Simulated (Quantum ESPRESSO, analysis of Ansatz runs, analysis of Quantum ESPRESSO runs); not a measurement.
# Reproducing a measured charge-transition level: Sb-vacancy pair (E centre) in Si (Quantum ESPRESSO), part 2 of 4

How near does this set-up come to the measured charge-transition level? Subject: Sb-vacancy pair (E centre) in Si. Set-up: PBE, GBRV 1.5 PBE, 32-site cell, PBE lattice, k: the single point 1/4 1/4 1/4 then 2x2x2 shifted, dielectric constants 11.7 and 11.7 (handbook). The model is a cell of 32 host atoms with 1 site emptied and Sb put on another atom's site. The level is the Fermi energy at which two charge states have equal formation energy, after a correction for the images of the charge. A small cell is quick and shows the size of the effect, at the price of close images.

Quantum ESPRESSO 7.5; PBE, GBRV 1.5 PBE, 32-site cell, PBE lattice, k: the single point 1/4 1/4 1/4 then 2x2x2 shifted, dielectric constants 11.7 and 11.7 (handbook).

So far: Set-up; Relaxation, charge 0.

## 2. Relaxation, charge 0 (continued)

Level of this step: Quantum ESPRESSO plane-wave DFT, PBE, GBRV 1.5 PBE potentials; relaxation of all atoms of a defect supercell (Quantum ESPRESSO).

Step by step:

```csv
step,energy less that of the first step (eV)
0,0.0000
1,-2.1552
2,-3.0800
3,-3.2012
4,-3.2817
5,-3.3409
6,-3.3711
7,-3.3911
8,-3.4072
9,-3.4178
10,-3.4246
11,-3.4292
12,-3.4319
13,-3.4336
14,-3.4349
15,-3.4361
16,-3.4372
17,-3.4380
18,-3.4387
19,-3.4391
20,-3.4394
21,-3.4396
```

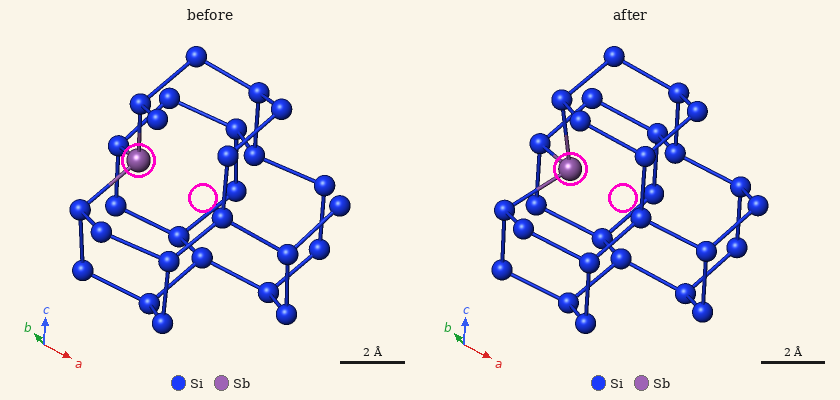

Before and after: the atoms that start within 5 Å of the centre. Sb22, which moves most, is ringed if it is among them. A ring with no atom in it marks the empty centre.

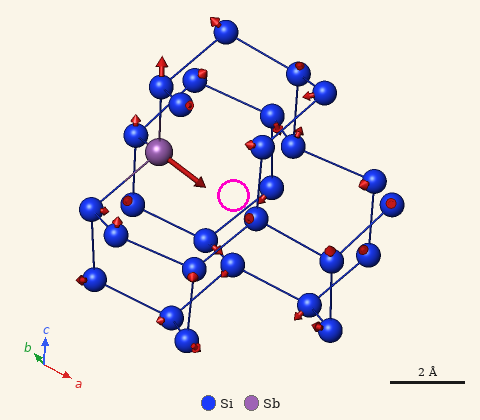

Displacements in the relaxation near the centre, exaggerated; the longest in the cell stands for 0.42 Å. A ring marks the centre wherever it is empty.

The atoms that moved most (Å):

```csv
atom,dx,dy,dz,length
Sb22,-0.283,0.184,0.245,0.417
Si7,0.175,0.056,-0.021,0.185
Si3,0.078,0.113,-0.022,0.139
Si13,0.048,0.066,-0.106,0.134
Si1,-0.076,0.089,0.059,0.131
Si27,0.069,-0.015,-0.108,0.129
Si5,-0.093,0.026,-0.085,0.129
Si12,-0.080,-0.026,0.093,0.125
```

The relaxed structure:

```xyz
31
Lattice="-5.4682 5.4682 5.4682 5.4682 -5.4682 5.4682 5.4682 5.4682 -5.4682" Properties=species:S:1:pos:R:3 pbc="T T T"
Si    2.7355    2.7502   -2.7305
Si    2.6910   -0.0218   -0.0523
Si    2.7376   -2.7132    2.7307
Si    8.2096    0.0035   -0.0049
Si   -0.0080    2.7415   -0.0029
Si    0.0294    0.0585    2.7178
Si    5.5342    2.7982   -0.0701
Si    5.5065   -0.0122    2.7754
Si   -2.7346    2.7514    2.7309
Si    2.7423    5.4610    0.0192
Si    2.7496    0.0517    5.4517
Si   -0.0015    8.2084    0.0076
Si    0.0138    5.4689    2.7229
Si   -0.0105    2.7509    5.4856
Si   -0.0339   -0.0190    8.1954
Si    1.3386    1.3696   -1.3884
Si    1.3634   -1.3541    1.3637
Si    6.8553    1.3647   -1.3865
Si    6.8389   -1.3502    1.3650
Si   -1.3691    1.3872    1.3628
Si    4.1196    4.1439   -1.3874
Sb    3.8640    1.6595    1.5885
Si    4.1013   -1.3517    4.1062
Si    1.3827    6.8457   -1.3481
Si    1.3485    4.0969    1.3583
Si    1.3560    1.4245    4.1249
Si    1.3809   -1.3308    6.8205
Si   -1.3610    6.8530    1.3737
Si   -1.3549    4.1130    4.0930
Si   -1.3794    1.3700    6.8462
Si    4.0923    4.0890    4.1270
```

The atoms nearest to the centre after the run:

```csv
atom,distance (Å)
Sb22,1.935
Si26,2.356
Si31,2.371
Si25,2.381
Si6,3.805
Si11,3.818
Si15,3.829
Si10,3.848
Si13,3.857
Si4,3.866
Si12,3.871
Si5,3.874
Si14,3.886
Si8,3.903
```

Numbers from this step:

```
total moment                          : 1.000 μB
integral of the absolute spin density : 2.363 μB
```

From the first step to the last the energy fell by 3.440 eV, and the largest move was 0.42 Å (Sb22). Judged within 0.08 Å, the space group went from P1 to Cm.

## 3. Single point, charge 0

The relaxed structure is kept, and the final numbers are taken at the final level and k-points.

This step: Quantum ESPRESSO plane-wave DFT, PBE, GBRV 1.5 PBE potentials; single point of a defect supercell.

pw.in

```
&CONTROL
  calculation = 'scf'
  prefix = 'pwscf'
  outdir = './tmp'
  pseudo_dir = './pseudo'
  tprnfor = .true.
  disk_io = 'low'
/
&SYSTEM
  ibrav = 0
  nat = 31
  ntyp = 2
  ecutwfc = 45
  ecutrho = 360
  nbnd = 72
  occupations = 'smearing'
  smearing = 'fd'
  degauss = 0.00073499
  nspin = 2
  starting_magnetization(1) = 0.125
  starting_magnetization(2) = 0.0333
  tot_magnetization = 1
  nosym = .true.
/
&ELECTRONS
  conv_thr = 3d-08
  electron_maxstep = 100
  mixing_beta = 0.3
/
ATOMIC_SPECIES
Si    28.0850 si_pbe_v1.uspp.F.UPF
Sb   121.7600 sb_pbe_v1.4.uspp.F.UPF
CELL_PARAMETERS angstrom
  -5.4682344339    5.4682344339    5.4682344339
   5.4682344339   -5.4682344339    5.4682344339
   5.4682344339    5.4682344339   -5.4682344339
ATOMIC_POSITIONS crystal
Si     0.0018046504    0.0004571591    0.5015957353
Si    -0.0067676418    0.2412751051    0.2440645073
[... 1 atom line left out ...]
Si    -0.0001257049    0.7502174431    0.7509819862
Si     0.2504028760   -0.0009978073    0.2499439095
Si     0.2538612069    0.2512001943    0.0080426875
[... 3 atom lines left out ...]
Si     0.5010947169    0.2525059747    0.7500867795
Si     0.5032206091    0.7499052300    0.2561435718
Si     0.7512453677    0.0005537862    0.7504172214
Si     0.7490348342    0.2502338122    0.5013261556
[... 1 atom line left out ...]
Si     0.7476271946    0.7462632041   -0.0048355329
[... 6 atom lines left out ...]
Sb     0.2969812368    0.4985601025    0.5050530721
[... 2 atom lines left out ...]
Si     0.4988061141    0.2474965318    0.4979095850
Si     0.5074180769    0.5011535872    0.2542412285
[... 4 atom lines left out ...]
Si     0.7512465106    0.7515520567    0.7480740127
K_POINTS automatic
2 2 2 1 1 1
```

pp_potential.in

```
&INPUTPP
  prefix = 'pwscf'
  outdir = './tmp'
  filplot = 'potential.dat'
  plot_num = 11
/
&PLOT
  nfile = 1
  filepp(1) = 'potential.dat'
  iflag = 3
  output_format = 6
  fileout = 'potential.cube'
/
```

The run is started by

```
$ OMP_NUM_THREADS=1 mpirun -n 4 pw.x -nk 2 -in pw.in > pw.out
$ OMP_NUM_THREADS=1 mpirun -n 4 pp.x -in pp_potential.in > pp_potential.out
```

What it wrote:

```text
[banner, memory and clock lines left out]
          URL

     bravais-lattice index     =            0
     lattice parameter (alat)  =      17.8981  a.u.
     unit-cell volume          =    4413.6508 (a.u.)^3
     number of atoms/cell      =           31
     number of atomic types    =            2
     number of electrons       =       135.00 (up:  68.00, down:  67.00)
     number of Kohn-Sham states=           72
     kinetic-energy cutoff     =      45.0000  Ry
     charge density cutoff     =     360.0000  Ry
     scf convergence threshold =      3.0E-08
     mixing beta               =       0.3000
     number of iterations used =            8  plain     mixing
     Exchange-correlation=  SLA  PW   PBX  PBC
                           (   1   4   3   4   0   0   0)

     celldm(1)=  17.898087  celldm(2)=   0.000000  celldm(3)=   0.000000
     celldm(4)=   0.000000  celldm(5)=   0.000000  celldm(6)=   0.000000

     crystal axes: (cart. coord. in units of alat)
               a(1) = (  -0.577350   0.577350   0.577350 )
               a(2) = (   0.577350  -0.577350   0.577350 )
               a(3) = (   0.577350   0.577350  -0.577350 )

     reciprocal axes: (cart. coord. in units 2 pi/alat)
               b(1) = ( -0.000000  0.866025  0.866025 )
               b(2) = (  0.866025 -0.000000  0.866025 )
               b(3) = (  0.866025  0.866025  0.000000 )

     PseudoPot. # 1 for Si read from file:
     si_pbe_v1.uspp.F.UPF
     Pseudo is Ultrasoft + core correction, Zval =  4.0
     Generated by new atomic code, or converted to UPF format
     Using radial grid of  899 points,  6 beta functions with:
                l(1) =   0
                l(2) =   0
                l(3) =   1
                l(4) =   1
                l(5) =   2
                l(6) =   2
     Q(r) pseudized with  8 coefficients,  rinner =    0.900   0.900   0.900
                                                       0.900   0.900

     PseudoPot. # 2 for Sb read from file:
     sb_pbe_v1.4.uspp.F.UPF
     Pseudo is Ultrasoft + core correction, Zval = 15.0
     Generated by new atomic code, or converted to UPF format
     Using radial grid of  891 points,  6 beta functions with:
                l(1) =   0
                l(2) =   0
                l(3) =   1
                l(4) =   1
                l(5) =   2
                l(6) =   2
     Q(r) pseudized with  8 coefficients,  rinner =    1.350   1.350   1.350
                                                       1.350   1.350

     atomic species   valence    mass     pseudopotential
     Si                4.00    28.08500     Si( 1.00)
     Sb               15.00   121.76000     Sb( 1.00)

     Starting magnetic structure
     atomic species   magnetization
     Si              0.125
     Sb              0.033

     No symmetry found

   Cartesian axes

     site n.     atom                  positions (alat units)
         1        Si     tau(   1) = (   0.2888185   0.2903744  -0.2882906  )
         2        Si     tau(   2) = (   0.2841183  -0.0022968  -0.0055178  )
         3        Si     tau(   3) = (   0.2890469  -0.2864693   0.2883124  )
         4        Si     tau(   4) = (   0.8667905   0.0003688  -0.0005140  )
         5        Si     tau(   5) = (  -0.0008411   0.2894514  -0.0003111  )
         6        Si     tau(   6) = (   0.0031071   0.0061798   0.2869539  )
         7        Si     tau(   7) = (   0.5843125   0.2954445  -0.0073974  )
         8        Si     tau(   8) = (   0.5813955  -0.0012867   0.2930306  )
         9        Si     tau(   9) = (  -0.2887248   0.2905023   0.2883313  )
        10        Si     tau(  10) = (   0.2895400   0.5765856   0.0020288  )
[...]
22        Sb     tau(  22) = (   0.4079741   0.1752109   0.1677135  )
[...]
27        Si     tau(  27) = (   0.1458029  -0.1405128   0.7201226  )
        28        Si     tau(  28) = (  -0.1436987   0.7235533   0.1450415  )
        29        Si     tau(  29) = (  -0.1430490   0.4342660   0.4321546  )
        30        Si     tau(  30) = (  -0.1456379   0.1446466   0.7228421  )
        31        Si     tau(  31) = (   0.4320771   0.4317243   0.4357404  )

     number of k points=     4  Fermi-Dirac smearing, width (Ry)=  0.0007
                       cart. coord. in units 2pi/alat
        k(    1) = (   0.4330127   0.4330127   0.4330127), wk =   0.2500000
        k(    2) = (   0.0000000   0.0000000   0.4330127), wk =   0.2500000
        k(    3) = (   0.0000000   0.4330127   0.0000000), wk =   0.2500000
        k(    4) = (  -0.4330127   0.0000000   0.0000000), wk =   0.2500000

     Dense  grid:   509275 G-vectors     FFT dimensions: ( 120, 120, 120)

     Smooth grid:   180313 G-vectors     FFT dimensions: (  80,  80,  80)

     Generating pointlists ...
     new r_m :   0.1019 (alat units)  1.8245 (a.u.) for type    1
     new r_m :   0.1139 (alat units)  2.0382 (a.u.) for type    2

     Initial potential from superposition of free atoms

     starting charge     133.9799, renormalised to     135.0000
     Starting wfcs are  129 randomized atomic wfcs

     Self-consistent Calculation

     iteration #  1     ecut=    45.00 Ry     beta= 0.30
     Davidson diagonalization with overlap
[...]
ethr =  4.76E-10,  avg # of iterations =  4.0

     total energy              =    -472.59962197 Ry
     estimated scf accuracy    <       0.00000108 Ry

     total magnetization       =     1.00 Bohr mag/cell
     absolute magnetization    =     1.25 Bohr mag/cell

     iteration # 26     ecut=    45.00 Ry     beta= 0.30
     Davidson diagonalization with overlap
     ethr =  4.76E-10,  avg # of iterations =  4.1

     total energy              =    -472.59962271 Ry
     estimated scf accuracy    <       0.00000017 Ry

     total magnetization       =     1.00 Bohr mag/cell
     absolute magnetization    =     1.25 Bohr mag/cell

     iteration # 27     ecut=    45.00 Ry     beta= 0.30
     Davidson diagonalization with overlap
     ethr =  1.28E-10,  avg # of iterations =  6.0

     total energy              =    -472.59962307 Ry
     estimated scf accuracy    <       0.00000009 Ry

     total magnetization       =     1.00 Bohr mag/cell
     absolute magnetization    =     1.26 Bohr mag/cell

     iteration # 28     ecut=    45.00 Ry     beta= 0.30
     Davidson diagonalization with overlap
     ethr =  6.93E-11,  avg # of iterations =  7.4

     total energy              =    -472.59962424 Ry
     estimated scf accuracy    <       0.00000010 Ry

     total magnetization       =     1.00 Bohr mag/cell
     absolute magnetization    =     1.27 Bohr mag/cell

     iteration # 29     ecut=    45.00 Ry     beta= 0.30
     Davidson diagonalization with overlap
     ethr =  6.93E-11,  avg # of iterations =  6.8

     Magnetic moment per site  (integrated on atomic sphere of radius R)
     atom   1 (R=0.102)  charge=  1.7793  magn=  0.0090
     atom   2 (R=0.102)  charge=  1.7710  magn=  0.0152
     atom   3 (R=0.102)  charge=  1.7890  magn=  0.0090
     atom   4 (R=0.102)  charge=  1.7845  magn=  0.0086
     atom   5 (R=0.102)  charge=  1.7877  magn=  0.0101
     atom   6 (R=0.102)  charge=  1.7784  magn= -0.0003
     atom   7 (R=0.102)  charge=  1.7745  magn= -0.0000
     atom   8 (R=0.102)  charge=  1.7707  magn=  0.0158
     atom   9 (R=0.102)  charge=  1.7814  magn=  0.0091
     atom  10 (R=0.102)  charge=  1.7812  magn=  0.0029
[...]
atom  27 (R=0.102)  charge=  1.7801  magn= -0.0016
     atom  28 (R=0.102)  charge=  1.7885  magn=  0.0124
     atom  29 (R=0.102)  charge=  1.7861  magn=  0.0064
     atom  30 (R=0.102)  charge=  1.7894  magn= -0.0016
     atom  31 (R=0.102)  charge=  1.7219  magn=  0.1144

     End of self-consistent calculation

 ------ SPIN UP ------------

          k = 0.4330 0.4330 0.4330 ( 22552 PWs)   bands (ev):

   -22.6399 -22.6397 -22.6062 -22.6059 -22.5907  -5.1572  -5.0935  -5.0874
    -4.8931  -3.5418  -3.2440  -3.2365  -3.2253  -3.2210  -3.2090  -3.2038
    -3.1935  -3.1895  -3.1369  -3.0962  -2.1722  -0.5751  -0.4093  -0.4044
    -0.3958  -0.3929  -0.3785  -0.3502  -0.3387  -0.3348  -0.1563  -0.0850
     1.2595   2.0871   2.1358   2.1387   2.3191   2.4190   2.4223   2.4648
     2.4770   2.5076   2.5104   2.5256   2.5301   2.8225   2.8422   2.8605
     3.7338   3.7374   3.7478   3.7610   3.7738   3.7986   3.8082   3.8099
     3.8588   3.8673   4.4212   4.4413   4.4916   5.1737   5.1813   5.1944
     5.2388   5.2486   6.0946   6.2789   6.4938   7.4397   7.4684   7.4993

          k = 0.0000 0.0000 0.4330 ( 22446 PWs)   bands (ev):

   -22.6399 -22.6397 -22.6062 -22.6059 -22.5906  -5.5780  -4.6564  -4.5807
[...]
k = 0.0000 0.4330 0.0000 ( 22446 PWs)   bands (ev):

[...]
k =-0.4330 0.0000 0.0000 ( 22446 PWs)   bands (ev):

[...]
------ SPIN DOWN ----------

          k = 0.4330 0.4330 0.4330 ( 22552 PWs)   bands (ev):

[...]
k = 0.0000 0.0000 0.4330 ( 22446 PWs)   bands (ev):

[...]
k = 0.0000 0.4330 0.0000 ( 22446 PWs)   bands (ev):

[...]
k =-0.4330 0.0000 0.0000 ( 22446 PWs)   bands (ev):

[...]
1.6824   1.7260   1.7601   1.8456   1.9030   1.9930   2.0202   2.5999
     2.7074   2.7440   2.7607   3.0241   3.3115   3.3369   3.3464   3.3861
     3.4265   3.4395   3.4511   3.5347   3.5390   3.6022   3.6730   3.9544
     3.9909   4.3882   4.5567   4.6114   4.6403   4.7040   4.7848   4.8019
     5.0342   5.0657   5.8498   6.3593   6.4146   6.7711   7.6361   7.9593

     the spin up/dw Fermi energies are     6.2518    6.2012 ev

!    total energy              =    -472.59962526 Ry
     estimated scf accuracy    <       0.00000002 Ry
     smearing contrib. (-TS)   =      -0.00036406 Ry
     internal energy E=F+TS    =    -472.59926120 Ry

     The total energy is F=E-TS. E is the sum of the following terms:
     one-electron contribution =     -59.28250498 Ry
     hartree contribution      =      90.14601134 Ry
     xc contribution           =    -172.74445769 Ry
     ewald contribution        =    -330.71830987 Ry

     total magnetization       =     1.00 Bohr mag/cell
     absolute magnetization    =     1.28 Bohr mag/cell

     convergence has been achieved in  29 iterations

     Forces acting on atoms (cartesian axes, Ry/au):

     atom    1 type  1   force =    -0.00057413    0.00079375   -0.00027098
     atom    2 type  1   force =     0.00144012    0.00028816   -0.00054035
     atom    3 type  1   force =    -0.00060473   -0.00126039    0.00057066
     atom    4 type  1   force =     0.00044479    0.00000745    0.00018941
     atom    5 type  1   force =     0.00156217   -0.00260870    0.00093287
     atom    6 type  1   force =    -0.00087932    0.00012715    0.00147201
     atom    7 type  1   force =    -0.00056323   -0.00127538    0.00054332
     atom    8 type  1   force =     0.00128297   -0.00026696   -0.00150529
     atom    9 type  1   force =     0.00014536    0.00081150    0.00057522
     atom   10 type  1   force =     0.00091608   -0.00042131    0.00036654
[...]
atom   27 type  1   force =     0.00132080   -0.00014454    0.00024271
     atom   28 type  1   force =     0.00088144   -0.00048637    0.00062355
     atom   29 type  1   force =    -0.00085797   -0.00124942    0.00047084
     atom   30 type  1   force =     0.00155649    0.00196273   -0.00147983
     atom   31 type  1   force =    -0.00429412   -0.00134350   -0.00334357

     Total force =     0.014544     Total SCF correction =     0.000096
```

It took 9.9 min on 4 MPI ranks of Arm Neoverse V1, shared host; peak memory 3.3 GiB.

Read from the output:

| Item | Value |
| --- | --- |
| total moment | 1.0000 μB |
| integral of the absolute spin density | 1.279 μB |

[end of part 2 of 4]

[Logs are printed without paths, hosts, clocks, repeated set-up lines and the standing remarks that a program may print on its own settings, such as how far it seeks lower states.]

[Hosts, paths, dates, database ids (printed as entryN), source tags and the programs' standing remarks are cut or masked in the printed files.]

[For some hosts the program warned that the k-mesh of the response run may be too coarse for force constants and the static dielectric constant; such warnings are not shown here.]
